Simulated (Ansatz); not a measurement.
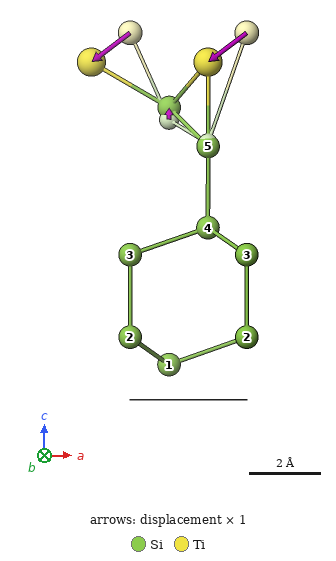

A constrained relaxation of a slab of composition TiSi$_{6}$ (cut from the Fd-3m phase). The starting structure is drawn faded, the final one solid; purple arrows show the displacements, at their true length.

A ball-and-stick model of the 1 × 2 repeat of the cell, outlined in the plane, without the vacuum, seen along the b axis.

Case: Ti put at a bridge Si-Si site. The slab is the (1 1 1) face of Si with Ti on it. 3 atoms are held fixed.

Computed with DFT PBEsol, scalar-relativistic, plane waves, PAW (Ansatz 0.2.0).

Input
```yaml
crystal:
  lattice:
    - [3.8417168278, 0.0, 0.0]
    - [-1.9208584139, 3.327024367, 0.0]
    - [0.0, 0.0, 26.0576844733]
  atoms:
    - { symbol: Si, position: [0.3333333333, 0.6666666667, 0.3261993601] }
    - { symbol: Si, position: [0.0, 0.0, 0.3562936366] }
    - { symbol: Si, position: [0.0, 0.0, 0.4465764664] }
    - { symbol: Si, position: [0.6666666667, 0.3333333333, 0.4759187077] }
    - { symbol: Si, position: [0.6666666667, 0.3333333333, 0.5684832977] }
    - { symbol: Si, position: [0.3333333333, 0.6666666667, 0.5943515468] }
    - { symbol: Ti, position: [0.0, 0.5, 0.6895250071], spin: 2.0 }
basis:
  ecutwfc: 420
kpoints:
  mp_grid: { grid: [9, 9, 1] }
hamiltonian:
  xc: pbesol
scf:
  occupations: { method: gaussian, width: 0.05 }
output:
  forces: true
  eigenvalues: true
  populations: true
  write_density: true
  write_potential: true
  elf: true
  volumetric_format: npy
magnetization:
  spin_polarized: true
relax:
  adjacent_minimum: "off"
  f_tol: 0.03
  max_steps: 70
  constraints: [{ sites: [0, 1, 2] }]
efield:
  axis: 3
  dipole_correction: true
  ramp_width: 0.04
```

Launched with:
```bash
ansatz run input.yaml --threads 1 --pin off --max-ram 2560MiB --backend cpu --events-out ev --progress --plain --runs-dir out
```

Describe the change and its energy.

Answer. The largest move is that of Ti7, 1.39 Å at 53° to the normal (−c side). Largest moves by element: Ti 1.39 Å, Si 0.35 Å. The cell doesn't change. Among the contacts that change: Si6–Ti7 3.842 → 2.568 Å, Si5–Ti7 3.343 → 2.405 Å, Si5–Si6 2.318 → 2.481 Å, Si6–Ti7 (another image) 2.717 → 2.569 Å. New bonds form: Si6–Ti7 (3.84 → 2.57 Å). Among the angles between lasting bonds that change: Si5–Si6–Ti7 82.8° → 56.9°, Si6–Si5–Ti7 83.4° → 63.4°, Si4–Si5–Ti7 160.6° → 179.8°. After 9 geometry steps the energy has fallen by 1.507 eV per cell of the calculation. The largest force component goes from 1.3 to 0.013 eV/Å. The program noted that the starting moments weren't kept. The run may lie on a higher electronic state than the lowest, so the end point isn't shown to be the ground-state structure.

Limits of the set-up: the periodic images lie only 3.8 Å apart, so the values are limited by the cell's size.
